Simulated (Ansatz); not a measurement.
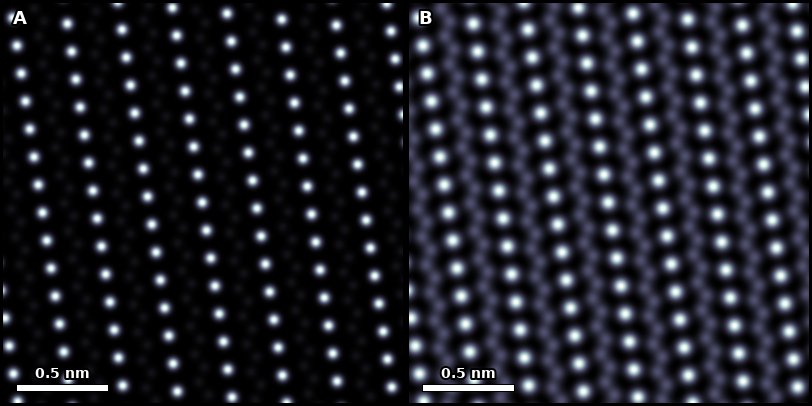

Two simulated images of the same area of WS2 (P4_2/mnm, No. 136) along [201], with a probe of 0.50 Å. One is incoherent Z contrast (Z^1.7 per atom), the other the projected potential of neutral atoms blurred by the probe (iDPC-like, thin sample). Brightness is counted from the darkest point of the image. Structure used: the geometry relaxed with Ansatz 0.2.0, DFT, PBE, plane waves, PAW; the starting structure was generated, so it need not be a known form of this composition.

**Which panel is which, and how can one tell?**

A is the Z-contrast image and B the potential image. The columns of 1 S per repeat reach about 7 % of the brightest peak (1 W) in A but about 35 % in B, mainly since the potential grows much more slowly with atomic number.
